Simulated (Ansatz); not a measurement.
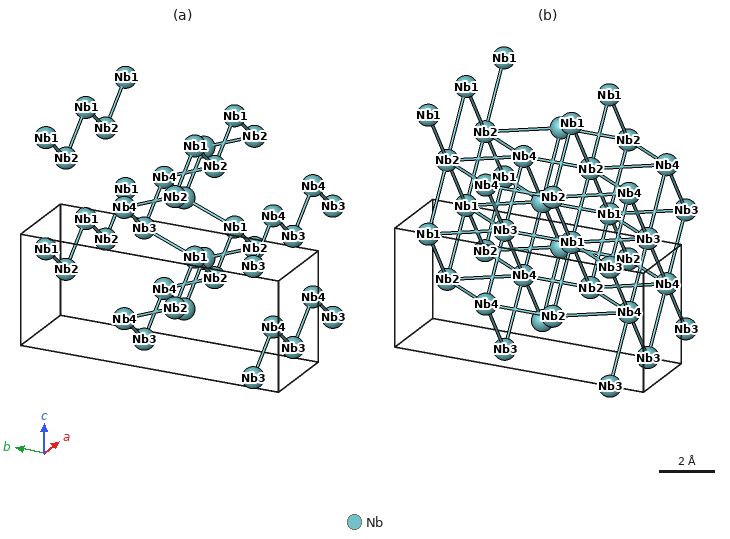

The structure of a crystal of Nb (built on the black phosphorus_64 type) (coarse preliminary run) before (left) and after (right) a relaxation, at one scale.

A ball-and-stick model of the conventional cell (2 times the calculation's cell), repeated 2 × 1 × 2 with one cell outlined, seen from a free direction. Lengths and directions refer to the drawn axes.

Case: black phosphorus type (Cmce, No. 64).

Computed with DFT r2SCAN, scalar-relativistic, plane waves, PAW (Ansatz 0.2.0).

Input file:
```yaml
crystal:
  lattice:
    - [1.6568912004, -5.2559992761, 0.0]
    - [1.6568912004, 5.2559992761, 0.0]
    - [0.0, 0.0, 4.3850051104]
  atoms:
    - { symbol: Nb, position: [0.098, 0.902, 0.91] }
    - { symbol: Nb, position: [0.598, 0.402, 0.59] }
    - { symbol: Nb, position: [0.902, 0.098, 0.09] }
    - { symbol: Nb, position: [0.402, 0.598, 0.41] }
basis:
  ecutwfc: 500
kpoints:
  mp_grid: { grid: [6, 6, 4] }
hamiltonian:
  xc: r2scan
scf:
  occupations: { method: gaussian, width: 0.1 }
  lower_state_search: "off"
output:
  forces: true
  stress: true
  eigenvalues: true
relax:
  adjacent_minimum: "off"
  f_tol: 0.04
  max_steps: 70
  cell: { stress_tol: 0.4 }
```

### What changed between the two?

Over 6 accepted moves (8 points after the start) the energy falls by 2619 meV per atom. The largest force component goes from 5.8 to 0.025 eV/Å. Pressure: 39.28 GPa at the start and 0.02 GPa at the end. The line search rejected the trial step at point 5 of the run. The SCF was repeated once at an unchanged geometry on a basis and grid sized afresh for the cell, which shifted the energy by 0.1 meV per atom at most. The largest moves relative to the cell, 0.56 Å, are those of Nb1, Nb2, Nb3 and Nb4. Nb3 goes roughly along [0 1 −2]. The drawn cell changes as follows: a 3.314 → 3.148 Å (−5.0 %), b 10.512 → 10.137 Å (−3.6 %), c 4.385 → 4.692 Å (+7.0 %); the volume changes by −2.0 %. Among the contacts that change: Nb1–Nb3 3.685 → 2.820 Å, Nb1–Nb2 2.171 → 2.825 Å, Nb1–Nb2 (another image) 3.411 → 2.825 Å, Nb1–Nb3 (another image) 2.206 → 2.728 Å. New bonds form: Nb1–Nb2 (3.41 → 2.83 Å), Nb1–Nb3 (3.69 → 2.82 Å), Nb2–Nb4 (3.69 → 2.82 Å), Nb3–Nb4 (3.41 → 2.83 Å). Bond angles that change, for instance: Nb2–Nb1–Nb2 99.5° → 67.7°, Nb2–Nb1–Nb3 103.4° → 90.0°. The space group (tolerance 0.01 Å) goes from Cmce (No. 64) to Fmmm (No. 69). The run took roughly 2.7 core-minutes on a shared host.
